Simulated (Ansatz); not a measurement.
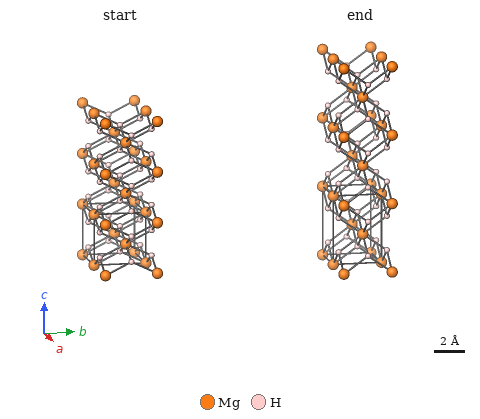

The structure of solid MgH2 (set up in I4/mmm) (coarse preliminary run) before (left) and after (right) a relaxation, at one scale.

The picture is a ball-and-stick view of the conventional cell (2 times the calculation's cell), repeated 2 × 1 × 3 with one cell outlined, seen slightly off an axis. Lengths and directions refer to the drawn axes.

Case: 2 H put on empty site 1 of 1 host cells, relaxed.

These are results of DFT PBE, scalar-relativistic, plane waves, PAW (Ansatz), not measurements.

The input:
```yaml
crystal:
  lattice:
    - [-1.8072831474, 1.8072831474, 1.7568401242]
    - [1.8072831474, -1.8072831474, 1.7568401242]
    - [1.8072831474, 1.8072831474, -1.7568401242]
  atoms:
    - { symbol: Mg, position: [0.0, 0.0, 0.0] }
    - { symbol: H, position: [0.25, 0.75, 0.5] }
    - { symbol: H, position: [0.75, 0.25, 0.5] }
basis:
  ecutwfc: 420
kpoints:
  mp_grid: { grid: [8, 8, 8] }
hamiltonian:
  xc: pbe
scf:
  occupations: { method: gaussian, width: 0.1 }
output:
  forces: true
  stress: true
  eigenvalues: true
relax:
  adjacent_minimum: "off"
  f_tol: 0.0325
  max_steps: 70
  cell: { stress_tol: 0.24 }
```

Launched with:
```bash
ansatz run input.yaml --threads 2 --pin off --max-ram 5120MiB --backend cpu --events-out ev --progress --plain --runs-dir out
```

Question: Describe what moved and what it gained.

Answer: No atom moves by more than 0.005 Å relative to the cell. The volume changes by +17.1 %, with a = b 3.615 → 3.363 Å (−7.0 %), c 3.514 → 4.752 Å (+35.3 %). Among the contacts that change: Mg1–H2 2.009 → 2.059 Å. Among the angles between lasting bonds that change: Mg1–H2–Mg1 128.2° → 109.5°, Mg1–H2–Mg1 101.0° → 109.5°. The space group (tolerance 0.01 Å) goes from I4/mmm (No. 139) to Fm-3m (No. 225). After 10 accepted moves (13 points after the start) the energy has fallen by 1.160 eV per cell of the calculation. All forces vanish by symmetry, so only the cell relaxes. Pressure: 12.35 GPa at the start and 0.01 GPa at the end. The line search rejected the trial step at point 11 of the run. The SCF was repeated twice at an unchanged geometry on a basis and grid sized afresh for the cell, which shifted the energy by 40.4 meV per cell of the calculation at most.
